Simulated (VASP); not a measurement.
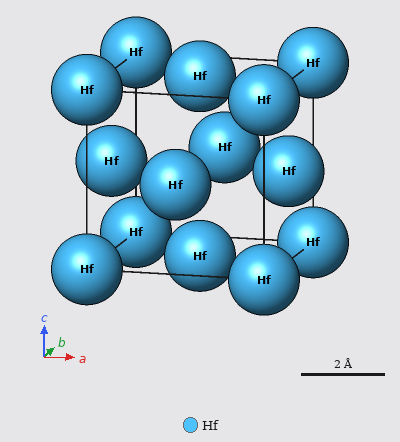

Fig. 1: The structure as given in the input (spheres-only view of the cell 4 times as large as that of the calculation, set on its symmetry axes, seen slightly off an axis).

## Hf: geometry relaxation (part 1 of 2)

System: Hf (Fm-3m, 1 atom in the cell).
Method: Kohn-Sham DFT of a periodic cell, r2SCAN with rVV10, VASP PAW PBE potentials, recommended, no spin polarisation (VASP 6.6.1).

The structure derives from a Materials Project entry.

**INCAR**
```
SYSTEM = Hf
ALGO = Normal ; BPARAM = 11.95
CPARAM = 0.0093 ; EDIFF = 1E-7
EDIFFG = -0.005 ; ENCUT = 600
IBRION = 2 ; ISIF = 3
ISMEAR = 0 ; IVDW_NL = 2
LASPH = .True. ; LCHARG = .False.
LMIXTAU = .True. ; LREAL = .False.
LUSE_VDW = .True. ; LWAVE = .False.
METAGGA = R2SCAN ; NELM = 80
NSW = 90 ; PREC = Accurate
SIGMA = 0.1
```

**KPOINTS**
```
k-points
0
Gamma
  16 16 16
  0 0 0
```

**POSCAR**
```
Hf
1.0
    0.0000000000      2.2352673600      2.2352673600
    2.2352673600      0.0000000000      2.2352673600
    2.2352673600      2.2352673600      0.0000000000
Hf
1
Direct
    0.0000000000      0.0000000000      0.0000000000
```

Machine: 1 thread of AMD EPYC (Zen 5), 176 GiB of memory available, shared host.

Launch command:
```bash
cat potpaw_PBE.64/Hf_pv/POTCAR > POTCAR
mpirun -np 1 vasp_std > vasp.out
```

**OSZICAR**
```
N       E                     dE             d eps       ncg     rms          rms(c)
DAV:   1    -0.294641167720E+02   -0.29464E+02   -0.67482E+03  2618   0.120E+03
DAV:   2    -0.474668515088E+02   -0.18003E+02   -0.17452E+02  4209   0.143E+02
DAV:   3    -0.477424763426E+02   -0.27562E+00   -0.27296E+00  3118   0.129E+01
DAV:   4    -0.477445850776E+02   -0.21087E-02   -0.21075E-02  3388   0.979E-01
DAV:   5    -0.477446005023E+02   -0.15425E-04   -0.15424E-04  3216   0.591E-02    0.506E+01
DAV:   6    -0.445664502671E+02    0.31782E+01   -0.77110E-01  2738   0.894E+00    0.279E+01
DAV:   7    -0.452212932728E+02   -0.65484E+00   -0.52770E-01  2620   0.830E+00    0.661E+00
DAV:   8    -0.443373229796E+02    0.88397E+00   -0.53710E-01  2675   0.774E+00    0.348E+00
DAV:   9    -0.448421953665E+02   -0.50487E+00   -0.25716E-01  2671   0.381E+00    0.620E-01
DAV:  10    -0.448807533415E+02   -0.38558E-01   -0.10426E-02  2758   0.108E+00    0.526E-01
DAV:  11    -0.448899342534E+02   -0.91809E-02   -0.17006E-03  2720   0.424E-01    0.295E-01
DAV:  12    -0.448920369202E+02   -0.21027E-02   -0.14461E-03  2645   0.381E-01    0.479E-02
DAV:  13    -0.448917641942E+02    0.27273E-03   -0.36349E-04  2640   0.198E-01    0.116E-01
DAV:  14    -0.448916924103E+02    0.71784E-04   -0.20318E-05  3008   0.416E-02    0.628E-02
DAV:  15    -0.448917120585E+02   -0.19648E-04   -0.61689E-06  2634   0.347E-02    0.824E-02
DAV:  16    -0.448916895623E+02    0.22496E-04   -0.94035E-06  2663   0.264E-02    0.275E-02
DAV:  17    -0.448916863687E+02    0.31936E-05   -0.82094E-07  2737   0.817E-03    0.207E-02
DAV:  18    -0.448916860674E+02    0.30127E-06   -0.69704E-08  1391   0.304E-03    0.825E-03
DAV:  19    -0.448916853518E+02    0.71562E-06   -0.14654E-07  2429   0.406E-03    0.182E-03
DAV:  20    -0.448916854205E+02   -0.68652E-07   -0.71808E-09  1329   0.893E-04
   1 F= -.44891685E+02 E0= -.44887713E+02  d E =-.448917E+02
       N       E                     dE             d eps       ncg     rms          rms(c)
DAV:   1    -0.448996388900E+02   -0.79535E-02   -0.22906E-01  2612   0.456E+00    0.831E-01
DAV:   2    -0.448929635280E+02    0.66754E-02   -0.95418E-03  2614   0.104E+00    0.294E-01
DAV:   3    -0.448912018135E+02    0.17617E-02   -0.75791E-03  2735   0.764E-01    0.219E-01
DAV:   4    -0.448915875425E+02   -0.38573E-03   -0.33306E-04  3005   0.221E-01    0.142E-01
DAV:   5    -0.448914798535E+02    0.10769E-03   -0.71343E-05  2713   0.937E-02    0.269E-02
DAV:   6    -0.448915687208E+02   -0.88867E-04   -0.13663E-04  2703   0.133E-01    0.153E-02
DAV:   7    -0.448915891205E+02   -0.20400E-04   -0.31161E-05  2631   0.693E-02    0.938E-03
DAV:   8    -0.448915948177E+02   -0.56973E-05   -0.49951E-06  2656   0.299E-02    0.200E-03
DAV:   9    -0.448915946845E+02    0.13326E-06   -0.38619E-08  1896   0.235E-03    0.122E-03
DAV:  10    -0.448915946627E+02    0.21725E-07   -0.10117E-08  1329   0.138E-03
   2 F= -.44891595E+02 E0= -.44887523E+02  d E =0.907577E-04
       N       E                     dE             d eps       ncg     rms          rms(c)
DAV:   1    -0.448942703096E+02   -0.26756E-02   -0.64774E-02  2612   0.242E+00    0.445E-01
DAV:   2    -0.448924016156E+02    0.18687E-02   -0.27608E-03  2622   0.559E-01    0.156E-01
DAV:   3    -0.448919187703E+02    0.48285E-03   -0.20968E-03  2743   0.401E-01    0.114E-01
DAV:   4    -0.448920196241E+02   -0.10085E-03   -0.95157E-05  3044   0.117E-01    0.709E-02
DAV:   5    -0.448919887970E+02    0.30827E-04   -0.19957E-05  2714   0.498E-02    0.142E-02
DAV:   6    -0.448920070942E+02   -0.18297E-04   -0.35688E-05  2700   0.686E-02    0.792E-03
DAV:   7    -0.448920160015E+02   -0.89074E-05   -0.90079E-06  2629   0.375E-02    0.431E-03
DAV:   8    -0.448920171182E+02   -0.11166E-05   -0.12531E-06  2655   0.150E-02    0.109E-03
DAV:   9    -0.448920171817E+02   -0.63543E-07   -0.11861E-08  1429   0.135E-03
   3 F= -.44892017E+02 E0= -.44887994E+02  d E =-.331761E-03
```

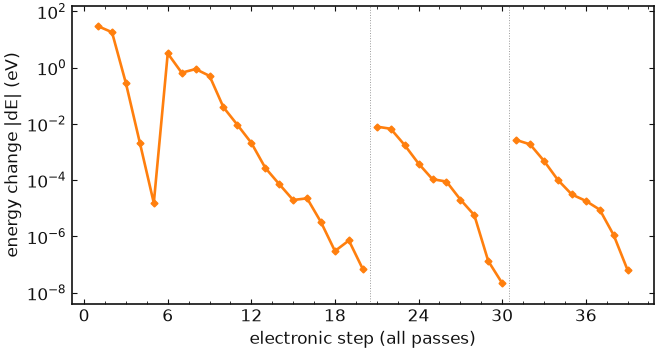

Fig. 2: Convergence of the self-consistent field: energy change |dE| against the electronic step. Each stretch between dotted lines is the SCF of one geometry step of a relaxation. The 3 ionic steps take 9 to 20 electronic steps each. The density is held fixed in the first few steps, and dE rises again when its update begins.

**Parts of OUTCAR**
```
SYSTEM = Hf
   BPARAM = 11.95
   EDIFF = 1E-7
   EDIFFG = -0.005
   ENCUT = 600
   IBRION = 2
   ISIF = 3
   ISMEAR = 0
   IVDW_NL = 2
   LASPH = .True.
   LREAL = .False.
   METAGGA = R2SCAN
   NELM = 80
   NSW = 90
   PREC = Accurate

 ion  position               nearest neighbor table
   1  0.000  0.000  0.000-

  LATTYP: Found a face centered cubic cell.
 ALAT       =     4.4705347200

  Lattice vectors:

 A1 = (   0.0000000000,   2.2352673600,   2.2352673600)
 A2 = (   2.2352673600,   0.0000000000,   2.2352673600)
 A3 = (   2.2352673600,   2.2352673600,   0.0000000000)

Analysis of symmetry for initial positions (statically):
=====================================================================
 Subroutine PRICEL returns:
 Original cell was already a primitive cell.

 Routine SETGRP: Setting up the symmetry group for a
 face centered cubic supercell.

 Subroutine GETGRP returns: Found 48 space group operations
 (whereof 48 operations were pure point group operations)
 out of a pool of 48 trial point group operations.

The static configuration has the point symmetry O_h .

Analysis of symmetry for dynamics (positions and initial velocities):
=====================================================================
 Subroutine PRICEL returns:
 Original cell was already a primitive cell.

 Routine SETGRP: Setting up the symmetry group for a
 face centered cubic supercell.

 Subroutine GETGRP returns: Found 48 space group operations
 (whereof 48 operations were pure point group operations)
 out of a pool of 48 trial point group operations.

The dynamic configuration has the point symmetry O_h .

 Subroutine INISYM returns: Found 48 space group operations
 (whereof 48 operations are pure point group operations),
 and found     1 'primitive' translations

----------------------------------------------------------------------------------------

                                     Primitive cell

  volume of cell :      22.3367

  direct lattice vectors                    reciprocal lattice vectors
     0.000000000  2.235267360  2.235267360    -0.223686888  0.223686888  0.223686888
     2.235267360  0.000000000  2.235267360     0.223686888 -0.223686888  0.223686888
     2.235267360  2.235267360  0.000000000     0.223686888  0.223686888 -0.223686888

  length of vectors
     3.161145416  3.161145416  3.161145416     0.387437055  0.387437055  0.387437055

  position of ions in fractional coordinates (direct lattice)
     0.000000000  0.000000000  0.000000000

  ion indices of the primitive-cell ions
   primitive index   ion index
                 1           1

----------------------------------------------------------------------------------------

 KPOINTS: k-points

Automatic generation of k-mesh.
 Grid dimensions read from file:
 generate k-points for:   16   16   16

 Generating k-lattice:

  Cartesian coordinates                     Fractional coordinates (reciprocal lattice)
    -0.013980431  0.013980431  0.013980431     0.062500000  0.000000000  0.000000000
     0.013980431 -0.013980431  0.013980431     0.000000000  0.062500000  0.000000000
     0.013980431  0.013980431 -0.013980431     0.000000000  0.000000000  0.062500000

  Length of vectors
     0.024214816  0.024214816  0.024214816

  Shift w.r.t. Gamma in fractional coordinates (k-lattice)
     0.000000000  0.000000000  0.000000000

 Subroutine IBZKPT returns following result:
 ===========================================

 Found    145 irreducible k-points:

 Following reciprocal coordinates:
            Coordinates               Weight
  0.000000  0.000000  0.000000      1.000000
  0.062500  0.000000  0.000000      8.000000
  0.125000  0.000000  0.000000      8.000000
  0.187500  0.000000  0.000000      8.000000
  0.250000  0.000000  0.000000      8.000000
  0.312500  0.000000  0.000000      8.000000
  0.375000  0.000000  0.000000      8.000000
  0.437500  0.000000  0.000000      8.000000
  0.500000  0.000000  0.000000      4.000000
  0.062500  0.062500  0.000000      6.000000
  0.125000  0.062500  0.000000     24.000000
  0.187500  0.062500  0.000000     24.000000
  0.250000  0.062500  0.000000     24.000000
  0.312500  0.062500  0.000000     24.000000
  0.375000  0.062500  0.000000     24.000000
  0.437500  0.062500  0.000000     24.000000
  0.500000  0.062500  0.000000     24.000000
 -0.437500  0.062500  0.000000     24.000000
 -0.375000  0.062500  0.000000     24.000000
 -0.312500  0.062500  0.000000     24.000000
 -0.250000  0.062500  0.000000     24.000000
 -0.187500  0.062500  0.000000     24.000000
 -0.125000  0.062500  0.000000     24.000000
 -0.062500  0.062500  0.000000     12.000000
 [... further k-points ...]
   k-points           NKPTS =    145   k-points in BZ     NKDIM =    145   number of bands    NBANDS=      9
   number of dos      NEDOS =    301   number of ions     NIONS =      1
   total plane-waves  NPLWV =  21952
   dimension x,y,z NGX =    28 NGY =   28 NGZ =   28
   dimension x,y,z NGXF=    56 NGYF=   56 NGZF=   56
   ions per type =               1
   NGX,Y,Z   is equivalent  to a cutoff of  14.73, 14.73, 14.73 a.u.
   NGXF,Y,Z  is equivalent  to a cutoff of  29.45, 29.45, 29.45 a.u.
 SYSTEM =  Hf
   PREC   = accura    normal or accurate (medium, high low for compatibility)
   ISTART =      0    job   : 0-new  1-cont  2-samecut
   ICHARG =      2    charge: 1-file 2-atom 10-const
   ISPIN  =      1    spin polarized calculation?
   LNONCOLLINEAR =      F non collinear calculations
   LSORBIT =      F    spin-orbit coupling
   LASPH  =      T    aspherical Exc in radial PAW
   ENCUT  =  600.0 eV  44.10 Ry    6.64 a.u.   6.31  6.31  6.31*2*pi/ulx,y,z
   NELM   =     80;   NELMIN=  2; NELMDL= -5     # of ELM steps
   EDIFF  = 0.1E-06   stopping-criterion for ELM
   LREAL  =      F    real-space projection
   EDIFFG = -.5E-02   stopping-criterion for IOM
   NSW    =     90    number of steps for IOM
   IBRION =      2    ionic relax: 0-MD 1-quasi-New 2-CG
   NFREE  =      1    steps in history (QN), initial steepest desc. (CG)
   ISIF   =      3    stress and relaxation
   ISYM   =      2    0-nonsym 1-usesym 2-fastsym
   POTIM  = 0.5000    time-step for ionic-motion
   TEBEG  =    0.0;   TEEND  =   0.0 temperature during run
   PSTRESS=    0.0 pullay stress
   NELECT =      10.0000    total number of electrons
   NUPDOWN=      -1.0000    fix difference up-down
   EMIN   =  10.00;   EMAX   =-10.00  energy-range for DOS
   EFERMI =   0.00;   METHOD = LEGACY
   ISMEAR =     0;   SIGMA  =   0.10  broadening in eV -4-tet -1-fermi 0-gaus
   EFERMI_NEDOS =   21; number of points for ismear=-14 and -15
   IALGO  =     38    algorithm
   IMIX   =      4    mixing-type and parameters
     AMIX     =   0.40;   BMIX     =  1.00
     AMIX_MAG =   1.60;   BMIX_MAG =  1.00
  volume/ion in A,a.u.               =      22.34       150.74
  Fermi-wavevector in a.u.,A,eV,Ry     =   1.252378  2.366651 21.340059  1.568450
  Thomas-Fermi vector in A             =   2.386281
   LORBIT       =      0    0 simple, 1 ext, 2 COOP (PROOUT), +10 PAW based schemes
   METAGGA = R2SCAN    functional components
   LHFCALC =     F    Hartree Fock is set to
   AEXX    =    0.0000 exact exchange contribution
   IVDW_NL    =     2    kernel type
   BPARAM     =11.9500
   IVDW    =     0    specifies the selected vdW correction
```
